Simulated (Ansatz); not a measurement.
SnSe2

Input

```
crystal:
  lattice:
    - [-3.8109987816, 0.0, 0.0]
    - [-1.9054993908, -3.3004217586, 0.0]
    - [0.0, 0.0, 13.274]
  atoms:
    - { symbol: Sn, position: [0.0, 0.0, 0.6934985686] }
    - { symbol: Sn, position: [0.0, 0.0, 0.2311661895] }
    - { symbol: Se, position: [0.3333333333, 0.3333333333, 0.8090816634] }
    - { symbol: Se, position: [0.3333333333, 0.3333333333, 0.3467492843] }
    - { symbol: Se, position: [0.6666666667, 0.6666666667, 0.1155830948] }
    - { symbol: Se, position: [0.6666666667, 0.6666666667, 0.5779154739] }
basis:
  ecutwfc: 420
kpoints:
  mp_grid: { grid: [8, 8, 3] }
hamiltonian:
  xc: pbe
  dispersion: d3bj
scf:
  occupations: { method: gaussian, width: 0.05 }
output:
  forces: true
  stress: true
  eigenvalues: true
  write_density: true
  write_potential: true
  elf: true
  volumetric_format: npy
```

Launched as:

```sh
ansatz run input.yaml --threads 2 --pin off --max-ram 5120MiB --backend cpu --events-out ev --progress --plain --runs-dir out
```

Below, planes, directions and counts refer to the conventional cell (a = 3.81 Å, b = 3.81 Å, c = 13.27 Å, α = 90.00°, β = 90.00°, γ = 120.00°).

Space group P-3m1; not relaxed (largest force 0.8 eV/Å); computed pressure about 3 GPa in this cell.

Method: DFT PBE+D3(BJ), scalar-relativistic, plane waves, PAW (Ansatz).

**Predict the valence pseudo-density and electron localisation function between the atoms.**

Sn–Se (2.68 Å): ρ at the midpoint is about 0.41 e/Å³; the ELF is about 0.60 at the midpoint.

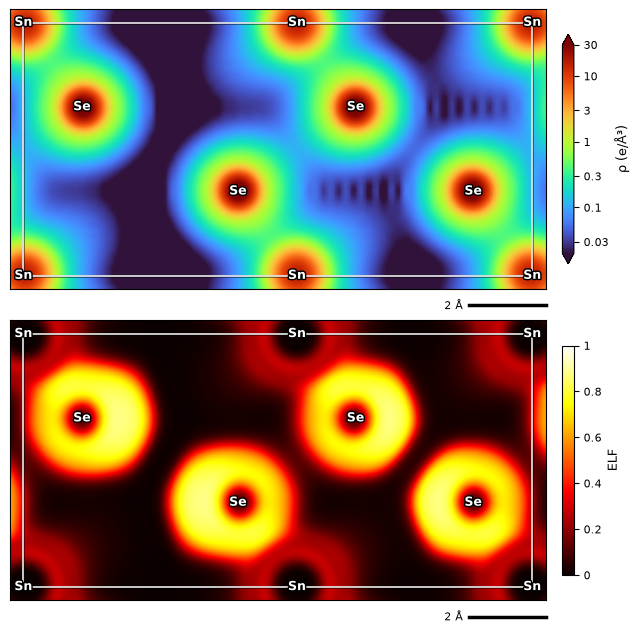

Computed valence pseudo-density and electron localisation function on the (110) plane of the conventional cell, in this order. 
